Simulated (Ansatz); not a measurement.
System: WSe2, space group P-3m1, 12 atoms in the cell.

Space group P-3m1 (No. 164). a = 3.315 Å, b = 3.315 Å, c = 36.537 Å, α = 90.00°, β = 90.00°, γ = 120.00°
```tsv
atom	site	symmetry	x	y	z
W	2d	3m.	0.6667	0.3333	0.9063
W	2d	3m.	0.6667	0.3333	0.2813
Se	2d	3m.	0.3333	0.6667	0.9518
Se	2d	3m.	0.3333	0.6667	0.3267
Se	2d	3m.	0.6667	0.3333	0.7642
Se	2d	3m.	0.6667	0.3333	0.1392
```

Method: DFT r2SCAN, scalar-relativistic, plane waves, PAW, no spin polarisation, 12×12×1 k mesh, 500 eV cutoff, Gaussian smearing of 0.02 eV (Ansatz).

Predict the main features of the band structure and density of states. The path is Γ–M–K–Γ–A–L–H–A|L–M|H–K.

The material is gapped. The gap along this path is 1.45 eV and indirect, from the valence-band top at Γ to the conduction-band bottom between K and Γ; the smallest direct gap is 1.60 eV, at K. The top valence level at Γ is a single band, not degenerate (spin aside). The next level lies only 0.15 eV lower. The top valence band spans 1.4 eV and the lowest conduction band 1.5 eV. The direct gaps are 3.49 eV at M, 3.49 eV at L and 2.90 eV at Γ.

Spin-orbit coupling is left out, which matters for W.

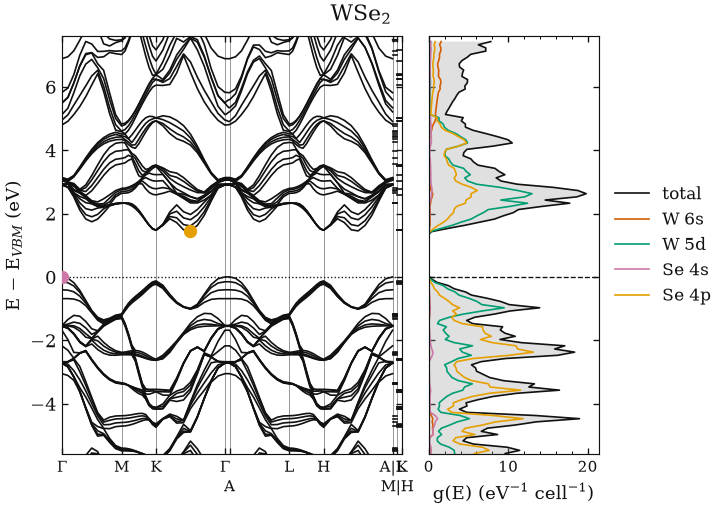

Band structure and density of states. Energies are counted from the top of the valence band. The partial curves are projected on Löwdin-orthogonalised atomic shells.
